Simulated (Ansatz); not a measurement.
# Run report: P, geometry relaxation (part 1 of 3)

P (slab, 18 atoms in the cell), computed with DFT r2SCAN, scalar-relativistic, plane waves, PAW, no spin polarisation (Ansatz 0.2.0).

The structure derives from an entry of the Crystallography Open Database. It belongs to a series of runs on one base structure; here: (0 2 1) slab, atoms relaxed.

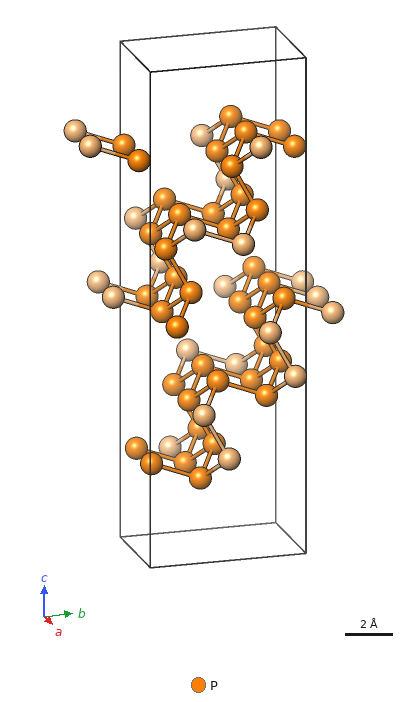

The structure as given in the input (ball-and-stick view of the 2 × 1 repeat of the cell, with the vacuum cut short, seen slightly off an axis; neighbours outside the cell are drawn fainter). An atom can appear more than once, as a periodic image.

Summary

```tsv
quantity	value
outcome	converged
electrons treated	90
free energy	−13661.8288 eV
work function, top face	5.01 eV
work function, bottom face	5.01 eV
Fermi energy	0.937 eV
gap on the k-point mesh	none (metallic)
final volume	702.08 Å³
work function (upper face)	5.01 eV
largest force (length of the vector) at the end	0.004 eV/Å
hardware	2 threads of Intel Xeon @ 2.50GHz (Skylake/Cascade Lake), 189 GiB of memory available, shared host
wall time	69 min (CPU time 2.2 h)
peak memory	3.2 GiB
```

Remarks

Warnings of the run: the k-point mesh lowers the symmetry that the run can use; the exchange-correlation potential is rough where the density is thin.

The input
```yaml
crystal:
  lattice:
    - [3.2996010483, 0.0, 0.0]
    - [-1.6498005241, 7.1491488093, 0.0]
    - [0.0, 0.0, 29.762439738]
  atoms:
    - { symbol: P, position: [0.6761383794, 0.3522767589, 0.2519954703] }
    - { symbol: P, position: [0.5268609965, 0.0537219931, 0.2761568462] }
    - { symbol: P, position: [0.2417296419, 0.4834592838, 0.2901102245] }
    - { symbol: P, position: [0.16426911, 0.3285382201, 0.3560040129] }
    - { symbol: P, position: [0.8791377554, 0.7582755108, 0.3699573912] }
    - { symbol: P, position: [0.7298603725, 0.459720745, 0.394118767] }
    - { symbol: P, position: [0.4447290179, 0.8894580357, 0.4080721454] }
    - { symbol: P, position: [0.367268486, 0.734536972, 0.4739659337] }
    - { symbol: P, position: [0.0821371314, 0.1642742627, 0.4879193121] }
    - { symbol: P, position: [0.9328597485, 0.8657194969, 0.5120806879] }
    - { symbol: P, position: [0.6477283938, 0.2954567877, 0.5260340663] }
    - { symbol: P, position: [0.570267862, 0.1405357239, 0.5919278546] }
    - { symbol: P, position: [0.2851365073, 0.5702730147, 0.605881233] }
    - { symbol: P, position: [0.1358591244, 0.2717182489, 0.6300426088] }
    - { symbol: P, position: [0.8507277698, 0.7014555396, 0.6439959871] }
    - { symbol: P, position: [0.7732672379, 0.5465344759, 0.7098897755] }
    - { symbol: P, position: [0.4881358833, 0.9762717666, 0.7238431538] }
    - { symbol: P, position: [0.3388585004, 0.6777170008, 0.7480045297] }
basis:
  ecutwfc: 500
kpoints:
  mp_grid: { grid: [11, 5, 1] }
hamiltonian:
  xc: r2scan
scf:
  occupations: { method: gaussian, width: 0.05 }
output:
  forces: true
  eigenvalues: true
  write_density: true
  write_potential: true
  elf: true
  volumetric_format: npy
relax:
  adjacent_minimum: "off"
  f_tol: 0.02
  max_steps: 60
efield:
  axis: 3
  dipole_correction: true
  ramp_width: 0.04
```

Run as:
```bash
ansatz run input.yaml --threads 2 --pin off --max-ram 5120MiB --backend cpu --events-out ev --progress --plain --runs-dir out
```

The program's output
```
Warning: crystal.symmetry: narrowed to the stabiliser of the k-point mesh — unitary ops 2 → 1; excluded 1 operation that carries a point of the 11×5×1 mesh (shift [0, 0, 0]) off the mesh (the run samples exactly the mesh kpoints.mp_grid names, as under crystal.symmetry.detect: false, and its converged state has the mesh's symmetry, not the crystal's; ε∞, the Born charges and the force constants of a linear response (`dielectric:` by the response, `phonons.method: dfpt`) are averaged over those of the crystal's operations that the state keeps within a tolerance, where `mesh_tensors`, `unaveraged_element` or `gamma_mean_max_change_ev_ang2` stands beside them; a row that `dielectric.field_direction` solves alone is averaged likewise, with nothing beside; a Γ-centred mesh of equal divisions is mapped onto itself by every operation and keeps the whole group, as does a half-shifted one under kpoints.further_shifts: images)
Engine: ansatz 0.2.0, x86_64-unknown-linux-gnu
Pseudopotentials: kind: paw
Pseudopotential: P, paw, valence charge 5, recommended cutoff 500 eV (meta_gga), P.paw.azcp
Functional definition: r2SCAN
  parameter k0 = 0.174
  parameter k1 = 0.065
  parameter a1 = 4.9479
  exchange = r2scan_x(k0 = k0, k1 = k1, a1 = a1)
  correlation = r2scan_c
Crystal: 18 atoms, lattice volume = 702.076 Å³
Basis set: ecut = 500 eV, 17713 PW (Γ), exchange–correlation on 100×216×900 points (64 copies of the dense FFT grid, shifted against one another)
Bands: 63, of which v1, the nominal top of the filled ones, is band 45 counted from 1 (44 counted from 0)
Symmetry: 1 space group operations
k-points: 28 of 55 (time reversal used)
Non-local potential: P, projectors of the file, l = 0: 2, l = 1: 2, l = 2: 2
PAW form: soft (Blöchl's): semilocal exchange-correlation on the pseudo side does not see the compensation charge
PAW frozen core: P, regenerated for the run's functional (the file was generated under x = pbe(κ = 0.804, μ = 0.2195149727645171), c = pbe(β = 0.06672455060314922))
PAW one-centre angular grid: P, 302 points (default); XC on 160 Gauss nodes
Initial density: superposition of atomic densities (neutral atoms: chi_scale 0, normalization atom), corrected by the library's trained network
Initial wavefunctions: pseudopotential atomic-orbital guess
Functional: x = r2scan, c = r2scan; τ floored in thin density (d = 2e-4 eV/Å³)
SCF iter   1: F=—  HF=-13660.630149 eV  |F-HF|=—  |Δ(HF+E_count)|=         —  Δρ=3.82e-3  dr2=1.39e-1  dr2_τ=1.34e-1  ethr=1.77e-3  p=-0.000 e·Å  D=-1.82e-13 V/Å  ΔV_dip=0.00 eV  dr2_dipole=3.62e-8  V_vac-E_F(+/−)=5.27/5.27 eV  ⟨swp⟩=8.5  Hψ=10295  notcnv=0  defer=77
efield: sawtooth ramp at fractional position 0.9800 (placed from the atoms, in the widest stretch of the axis that holds none; the zero of the levels goes with the place), width 0.0400; the density the first Hamiltonian is built on has a dipole p = -0.000 e·Å; the dipole correction subtracts the counter field D = -1.82e-13 V/Å, which shifts the + side's vacuum level by +0.00 eV against the − side's; the planar-averaged density in the ramp window peaks in size at 1.5e-5 e/Å³
preconditioner: auto → LDOS  [metal: Δε(μ)=0.004 eV  Ē_g=9.023 eV  σ=0.050 eV  W_gap=0.04  n_scr=66 (ndim 8)  ℏωp=13.3 eV  f_vac=0.413  D(μ)=22.48/eV (n_scr^D=174)  β→1.0]
SCF iter   2: F=—  HF=-13660.747300 eV  |F-HF|=—  |Δ(HF+E_count)|=   1.17e-1  Δρ=1.35e-3  dr2=3.02e-2  dr2_τ=4.96e-4  ethr=1.55e-4  p=0.000 e·Å  D=2.39e-6 V/Å  ΔV_dip=-0.00 eV  dr2_dipole=9.51e-7  V_vac-E_F(+/−)=5.30/5.30 eV  ⟨swp⟩=3.0  Hψ=3601  notcnv=0  defer=332
SCF iter   3: F=—  HF=-13660.745121 eV  |F-HF|=—  |Δ(HF+E_count)|=   2.18e-3  Δρ=5.16e-4  dr2=6.47e-3  dr2_τ=6.28e-5  ethr=3.35e-5  p=0.000 e·Å  D=1.01e-6 V/Å  ΔV_dip=-0.00 eV  dr2_dipole=4.65e-8  V_vac-E_F(+/−)=5.31/5.31 eV  ⟨swp⟩=2.5  Hψ=3197  notcnv=0  defer=332
SCF iter   4: F=—  HF=-13660.744125 eV  |F-HF|=—  |Δ(HF+E_count)|=   9.96e-4  Δρ=2.05e-4  dr2=1.02e-3  dr2_τ=9.62e-6  ethr=7.19e-6  p=0.000 e·Å  D=7.13e-7 V/Å  ΔV_dip=-0.00 eV  dr2_dipole=2.52e-8  V_vac-E_F(+/−)=5.33/5.33 eV  ⟨swp⟩=2.1  Hψ=2537  notcnv=0  defer=332
SCF iter   5: F=—  HF=-13660.744149 eV  |F-HF|=—  |Δ(HF+E_count)|=   2.47e-5  Δρ=1.01e-4  dr2=3.48e-4  dr2_τ=1.78e-6  ethr=1.14e-6  p=0.000 e·Å  D=5.55e-7 V/Å  ΔV_dip=-0.00 eV  dr2_dipole=2.52e-8  V_vac-E_F(+/−)=5.34/5.34 eV  ⟨swp⟩=2.0  Hψ=2388  notcnv=0  defer=332
SCF iter   6: F=—  HF=-13660.744168 eV  |F-HF|=—  |Δ(HF+E_count)|=   1.88e-5  Δρ=5.78e-5  dr2=1.16e-4  dr2_τ=4.29e-7  ethr=3.86e-7  p=0.000 e·Å  D=2.79e-7 V/Å  ΔV_dip=-0.00 eV  dr2_dipole=1.72e-8  V_vac-E_F(+/−)=5.35/5.35 eV  ⟨swp⟩=2.0  Hψ=2169  notcnv=0  defer=332
SCF iter   7: F=—  HF=-13660.744170 eV  |F-HF|=—  |Δ(HF+E_count)|=   1.90e-6  Δρ=3.99e-5  dr2=4.17e-5  dr2_τ=1.06e-7  ethr=1.29e-7  p=0.000 e·Å  D=2.36e-8 V/Å  ΔV_dip=-0.00 eV  dr2_dipole=6.23e-9  V_vac-E_F(+/−)=5.35/5.35 eV  ⟨swp⟩=2.2  Hψ=2230  notcnv=0  defer=332
SCF iter   8: F=—  HF=-13660.744171 eV  |F-HF|=—  |Δ(HF+E_count)|=   1.22e-6  Δρ=2.85e-5  dr2=1.90e-5  dr2_τ=3.22e-8  ethr=4.63e-8  p=-0.000 e·Å  D=-4.75e-8 V/Å  ΔV_dip=0.00 eV  dr2_dipole=8.51e-11  V_vac-E_F(+/−)=5.36/5.36 eV  ⟨swp⟩=2.5  Hψ=2185  notcnv=0  defer=332
SCF iter   9: F=-13660.744164 eV  HF=-13660.744170 eV  |F-HF|=6.11e-6  |Δ(HF+E_count)|=   7.84e-7  Δρ=1.89e-5  dr2=8.21e-6  dr2_τ=2.25e-8  ethr=1.11e-8  p=-0.000 e·Å  D=-1.59e-8 V/Å  ΔV_dip=0.00 eV  dr2_dipole=2.61e-10  V_vac-E_F(+/−)=5.36/5.36 eV  ⟨swp⟩=23.5  Hψ=20187  notcnv=0
SCF 1 converged in 9 iterations: F = -13660.744164 eV  dr2 = 8.21e-6
  greatest PAW one-centre occupation: 0.833 electrons in one spin orbital (limit 2), on the P atom at site 16 (counted from 0), in its partial waves of l = 0
relax step   1: F+E_penalty+E_count = -13660.74416433 eV  Δ(F+E_penalty+E_count) = +0.000e0 eV  max|allowed force component| = 1.292e0 eV/Å  Δτ_max = 0.0000 Å  (9 SCF iters, dr2 threshold 1.00e-5 eV, accepted)
Initial density: handed on by an earlier stage of this run
Initial wavefunctions: those handed on with the density
iter 1 solved again at ethr=1.69e-4 eV; its pass at ethr=3.10e-3 eV (dr2=1.52e-1 eV) is discarded
SCF iter   1: F=—  HF=-13660.710601 eV  |F-HF|=—  |Δ(HF+E_count)|=         —  Δρ=4.92e-3  dr2=1.53e-1  dr2_τ=1.19e-1  ethr=1.69e-4  p=-0.000 e·Å  D=-1.59e-8 V/Å  ΔV_dip=0.00 eV  dr2_dipole=1.16e-8  V_vac-E_F(+/−)=5.33/5.33 eV  ⟨swp⟩=2.3  Hψ=8097  notcnv=0  defer=325
efield: sawtooth ramp at fractional position 0.9800 (handed on by an earlier solve), width 0.0400; the density the first Hamiltonian is built on has a dipole p = -0.000 e·Å; the dipole correction subtracts the counter field D = -1.59e-8 V/Å, which shifts the + side's vacuum level by +0.00 eV against the − side's; the planar-averaged density in the ramp window peaks in size at 3.3e-8 e/Å³
preconditioner: auto → LDOS  [metal: Δε(μ)=0.005 eV  Ē_g=9.074 eV  σ=0.050 eV  W_gap=0.06  n_scr=66 (ndim 8)  ℏωp=13.3 eV  f_vac=0.423  D(μ)=19.09/eV (n_scr^D=120)  β→1.0]
SCF iter   2: F=—  HF=-13660.967482 eV  |F-HF|=—  |Δ(HF+E_count)|=   2.57e-1  Δρ=1.75e-3  dr2=6.91e-2  dr2_τ=6.55e-4  ethr=1.69e-4  p=0.000 e·Å  D=5.08e-6 V/Å  ΔV_dip=-0.00 eV  dr2_dipole=4.46e-6  V_vac-E_F(+/−)=5.31/5.31 eV  ⟨swp⟩=3.0  Hψ=2917  notcnv=0  defer=325
SCF iter   3: F=—  HF=-13660.961166 eV  |F-HF|=—  |Δ(HF+E_count)|=   6.32e-3  Δρ=7.93e-4  dr2=2.70e-2  dr2_τ=8.60e-5  ethr=7.67e-5  p=0.000 e·Å  D=3.29e-6 V/Å  ΔV_dip=-0.00 eV  dr2_dipole=4.59e-6  V_vac-E_F(+/−)=5.33/5.33 eV  ⟨swp⟩=2.1  Hψ=2752  notcnv=0  defer=327
SCF iter   4: F=—  HF=-13660.959769 eV  |F-HF|=—  |Δ(HF+E_count)|=   1.40e-3  Δρ=5.08e-4  dr2=1.15e-2  dr2_τ=1.68e-5  ethr=3.00e-5  p=0.000 e·Å  D=3.06e-6 V/Å  ΔV_dip=-0.00 eV  dr2_dipole=1.19e-7  V_vac-E_F(+/−)=5.33/5.33 eV  ⟨swp⟩=2.3  Hψ=2275  notcnv=0  defer=327
SCF iter   5: F=—  HF=-13660.959455 eV  |F-HF|=—  |Δ(HF+E_count)|=   3.14e-4  Δρ=3.77e-4  dr2=6.34e-3  dr2_τ=1.79e-5  ethr=1.28e-5  p=-0.000 e·Å  D=-1.17e-6 V/Å  ΔV_dip=0.00 eV  dr2_dipole=2.26e-6  V_vac-E_F(+/−)=5.33/5.33 eV  ⟨swp⟩=2.6  Hψ=2185  notcnv=0  defer=327
SCF iter   6: F=—  HF=-13660.958967 eV  |F-HF|=—  |Δ(HF+E_count)|=   4.88e-4  Δρ=1.83e-4  dr2=1.08e-3  dr2_τ=3.96e-6  ethr=7.05e-6  p=-0.000 e·Å  D=-8.62e-7 V/Å  ΔV_dip=0.00 eV  dr2_dipole=5.04e-7  V_vac-E_F(+/−)=5.33/5.33 eV  ⟨swp⟩=2.4  Hψ=2162  notcnv=0  defer=327
SCF iter   7: F=—  HF=-13660.958899 eV  |F-HF|=—  |Δ(HF+E_count)|=   6.83e-5  Δρ=1.19e-4  dr2=3.90e-4  dr2_τ=9.87e-7  ethr=1.20e-6  p=-0.000 e·Å  D=-1.20e-6 V/Å  ΔV_dip=0.00 eV  dr2_dipole=2.84e-8  V_vac-E_F(+/−)=5.32/5.32 eV  ⟨swp⟩=2.2  Hψ=2232  notcnv=0  defer=327
SCF iter   8: F=—  HF=-13660.958893 eV  |F-HF|=—  |Δ(HF+E_count)|=   5.49e-6  Δρ=7.94e-5  dr2=1.72e-4  dr2_τ=2.33e-7  ethr=4.33e-7  p=-0.000 e·Å  D=-6.47e-7 V/Å  ΔV_dip=0.00 eV  dr2_dipole=4.47e-8  V_vac-E_F(+/−)=5.32/5.32 eV  ⟨swp⟩=2.5  Hψ=2256  notcnv=0  defer=327
SCF iter   9: F=-13660.958830 eV  HF=-13660.958874 eV  |F-HF|=4.40e-5  |Δ(HF+E_count)|=   1.90e-5  Δρ=4.53e-5  dr2=5.78e-5  dr2_τ=1.33e-7  ethr=1.11e-7  p=-0.000 e·Å  D=-1.88e-7 V/Å  ΔV_dip=0.00 eV  dr2_dipole=3.47e-8  V_vac-E_F(+/−)=5.33/5.33 eV  ⟨swp⟩=23.9  Hψ=21938  notcnv=0
SCF 2 converged in 9 iterations: F = -13660.958830 eV  dr2 = 5.78e-5
  Residual-converged pass: ⟨swp⟩=1.0  Hψ=1877  notcnv=0  max |occ|·‖R‖ = 7.1e-9 eV (tolerance 1.0e-8 eV)  dr2=5.78e-5  dr2_τ=1.33e-7  dr2_onsite=3.37e-7  max |Δocc| = 1.5e-10
  greatest PAW one-centre occupation: 0.832 electrons in one spin orbital (limit 2), on the P atom at site 1 (counted from 0), in its partial waves of l = 0
relax step   2: F+E_penalty+E_count = -13660.95883016 eV  Δ(F+E_penalty+E_count) = -2.147e-1 eV  max|allowed force component| = 8.565e-1 eV/Å  Δτ_max = 0.1904 Å  (9 SCF iters, dr2 threshold 1.00e-4 eV, accepted)
[... from here on the SCF iterations and repeated set-up lines of each step are left out, up to the last step ...]
SCF 3 converged in 8 iterations: F = -13661.040000 eV  dr2 = 4.05e-5
relax step   3: F+E_penalty+E_count = -13661.03999989 eV  Δ(F+E_penalty+E_count) = -8.117e-2 eV  max|allowed force component| = 7.611e-1 eV/Å  Δτ_max = 0.1330 Å  (8 SCF iters, dr2 threshold 4.59e-5 eV, accepted)
SCF 4 converged in 7 iterations: F = -13661.190211 eV  dr2 = 8.05e-5
relax step   4: F+E_penalty+E_count = -13661.19021140 eV  Δ(F+E_penalty+E_count) = -1.502e-1 eV  max|allowed force component| = 3.882e-1 eV/Å  Δτ_max = 0.1555 Å  (7 SCF iters, dr2 threshold 1.00e-4 eV, accepted)
SCF 5 converged in 8 iterations: F = -13661.319288 eV  dr2 = 8.10e-6
relax step   5: F+E_penalty+E_count = -13661.31928778 eV  Δ(F+E_penalty+E_count) = -1.291e-1 eV  max|allowed force component| = 4.814e-1 eV/Å  Δτ_max = 0.1545 Å  (8 SCF iters, dr2 threshold 3.92e-5 eV, accepted)
SCF 6 converged in 7 iterations: F = -13661.509707 eV  dr2 = 4.12e-5
relax step   6: F+E_penalty+E_count = -13661.50970735 eV  Δ(F+E_penalty+E_count) = -1.904e-1 eV  max|allowed force component| = 5.690e-1 eV/Å  Δτ_max = 0.1740 Å  (7 SCF iters, dr2 threshold 6.03e-5 eV, accepted)
SCF 7 converged in 5 iterations: F = -13661.681991 eV  dr2 = 5.83e-5
relax step   7: F+E_penalty+E_count = -13661.68199128 eV  Δ(F+E_penalty+E_count) = -1.723e-1 eV  max|allowed force component| = 4.849e-1 eV/Å  Δτ_max = 0.1421 Å  (5 SCF iters, dr2 threshold 1.00e-4 eV, accepted)
SCF 8 converged in 6 iterations: F = -13661.802696 eV  dr2 = 2.43e-5
relax step   8: F+E_penalty+E_count = -13661.80269597 eV  Δ(F+E_penalty+E_count) = -1.207e-1 eV  max|allowed force component| = 2.235e-1 eV/Å  Δτ_max = 0.1975 Å  (6 SCF iters, dr2 threshold 1.00e-4 eV, accepted)
SCF 9 converged in 6 iterations: F = -13661.821903 eV  dr2 = 7.30e-6
relax step   9: F+E_penalty+E_count = -13661.82190344 eV  Δ(F+E_penalty+E_count) = -1.921e-2 eV  max|allowed force component| = 1.063e-1 eV/Å  Δτ_max = 0.0524 Å  (6 SCF iters, dr2 threshold 1.06e-5 eV, accepted)
SCF 10 converged in 7 iterations: F = -13661.825293 eV  dr2 = 1.29e-6
relax step  10: F+E_penalty+E_count = -13661.82529266 eV  Δ(F+E_penalty+E_count) = -3.389e-3 eV  max|allowed force component| = 5.489e-2 eV/Å  Δτ_max = 0.0192 Å  (7 SCF iters, dr2 threshold 2.40e-6 eV, accepted)
SCF 11 converged in 8 iterations: F = -13661.824691 eV  dr2 = 2.83e-7
relax step  11: F+E_penalty+E_count = -13661.82469060 eV  Δ(F+E_penalty+E_count) = +6.021e-4 eV  max|allowed force component| = 9.163e-2 eV/Å  Δτ_max = 0.0482 Å  (8 SCF iters, dr2 threshold 6.82e-7 eV, rejected (line search))
SCF 12 converged in 9 iterations: F = -13661.828001 eV  dr2 = 1.54e-8
relax step  12: F+E_penalty+E_count = -13661.82800115 eV  Δ(F+E_penalty+E_count) = -2.708e-3 eV  max|allowed force component| = 3.303e-2 eV/Å  Δτ_max = 0.0231 Å  (9 SCF iters, accepted)
SCF 13 converged in 8 iterations: F = -13661.828501 eV  dr2 = 5.17e-8
relax step  13: F+E_penalty+E_count = -13661.82850114 eV  Δ(F+E_penalty+E_count) = -5.000e-4 eV  max|allowed force component| = 2.217e-2 eV/Å  Δτ_max = 0.0208 Å  (8 SCF iters, accepted)
SCF 14 converged in 7 iterations: F = -13661.828645 eV  dr2 = 2.56e-8
relax step  14: F+E_penalty+E_count = -13661.82864501 eV  Δ(F+E_penalty+E_count) = -1.439e-4 eV  max|allowed force component| = 2.452e-2 eV/Å  Δτ_max = 0.0122 Å  (7 SCF iters, accepted)
```
